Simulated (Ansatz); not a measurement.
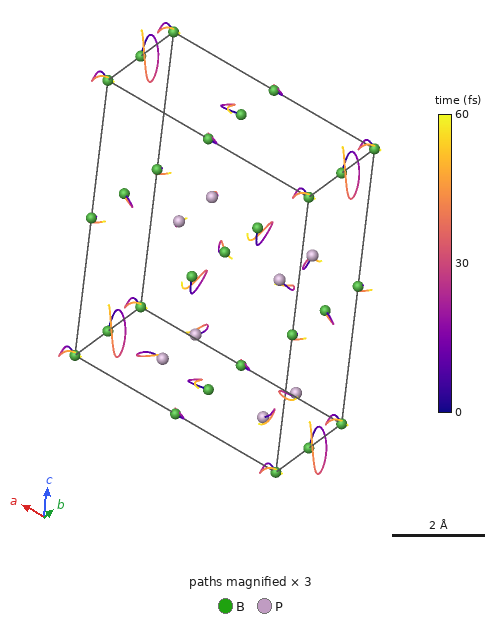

First-principles dynamics of a 16-atom cell of BP (built on the measured structure type), 60 fs long. Lines trace each atom's path, coloured by time; spheres stand at the starting positions. The excursions are magnified 3 times. Seen from a free direction in the reduced simulation cell.

Method: DFT, r2SCAN, plane waves, PAW in Ansatz. Run with plane-wave cutoff 500 eV; k-point mesh 4 × 4 × 4; Fermi-Dirac smearing 0.086 eV; constant energy (NVE); velocities drawn for 1000 K; time step 2 fs.

Question: Describe the motion.

Answer: In the second half of the run the atoms are, in the root-mean-square, this far from where they began (common drift taken out): B 0.12 Å, P 0.11 Å. The run lasts only 60 fs, too short to tell vibration from diffusion. The total energy stays between 0 and 1.2 meV per atom of its start. A straight-line fit has a slope that amounts to +0.19 meV per atom over 60 fs (0.3 % of the mean kinetic energy), and the ripple about it is 1.4 % of the kinetic energy's fluctuation. With a drift under 2 % and a ripple under 7 %, the integration is accurate.

The run took 2.2 min on 4 threads of Intel(R) Xeon(R) 6975P-C (Granite Rapids), on a shared host, peak memory 1.2 GiB.
